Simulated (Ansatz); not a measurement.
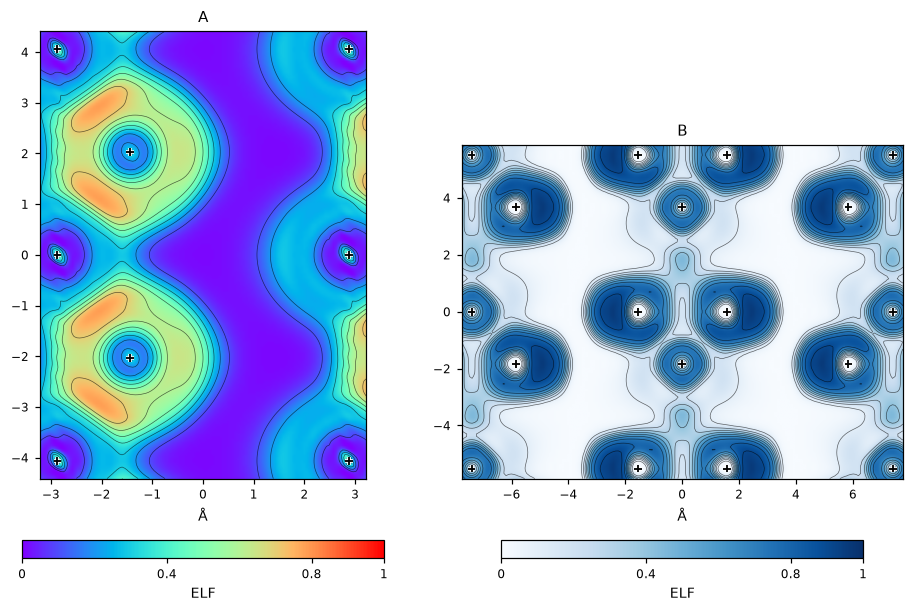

The ELF of 2 systems, each on a plane through atoms (crosses mark nuclei in the plane).

Method: Ansatz 0.2.0, DFT PBE, scalar-relativistic, plane waves, PAW.

System 1: GaAs, the (011) plane of the conventional cell. Space group F-43m.

System 2: MoS2, the (110) plane of the conventional cell. Space group P6₃/mmc; a structure from a database of computed crystals, not necessarily the ambient phase; computed without spin polarisation.

```yaml
crystal:
  lattice:
    - [3.18507, 0.00000, 0.00000]
    - [-1.59253, 2.75835, 0.00000]
    - [0.00000, 0.00000, 14.80799]
  atoms:
    - { symbol: Mo, position: [0.66667, 0.33333, 0.25000] }
    - { symbol: Mo, position: [0.33333, 0.66667, 0.75000] }
    - { symbol: S, position: [0.66667, 0.33333, 0.64448] }
    - { symbol: S, position: [0.33333, 0.66667, 0.35552] }
    - { symbol: S, position: [0.66667, 0.33333, 0.85552] }
    - { symbol: S, position: [0.33333, 0.66667, 0.14448] }
```

Q: Which map belongs to which system?

A: Panel A is system 1, GaAs: the plane holds Ga and As. Ga–As (2.49 Å): the ELF peaks at about 0.80 between the atoms, as expected for localised, covalent bonding. Panel B is system 2, MoS2: the plane holds Mo and S. Mo–S (2.41 Å): the ELF peaks at about 0.85 in the valence shell of S, 0.8 Å from its nucleus, and is about 0.45 at the midpoint.
